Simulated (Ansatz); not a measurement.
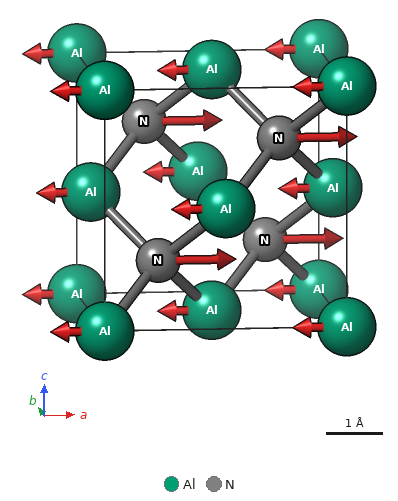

The lowest optical mode of a crystal of AlN, space group F-43m (No. 216), at the zone centre. The red arrows are the displacements of the atoms (eigenvector over the root of the mass), of arbitrary overall length and sign. Style: ball-and-stick. Shown: the conventional cell (4 times the calculation's cell), from a free direction. Lengths and directions refer to the drawn axes.

All numbers below come from Ansatz, DFT PBE, scalar-relativistic, plane waves, PAW. (plane-wave cutoff 420 eV; k-point mesh 10 × 10 × 10; occupations gaussian; smearing width 0.05 eV; no spin polarisation)

Frequencies are those without the non-analytic (LO–TO) term.

**Is this crystal at a minimum with respect to the drawn distortion?**

Yes: this softest mode has a real frequency, and so have all others here. That speaks for this wave vector alone: the rest of the zone wasn't checked in this run. This is the T₂ mode (triply degenerate; one member of the set is drawn) at 19.7 THz, the only optical level, infrared- and Raman-active by symmetry. The N sublattice moves against the Al sublattice, along a; the kinetic energy is shared as N 66 %, Al 34 %.
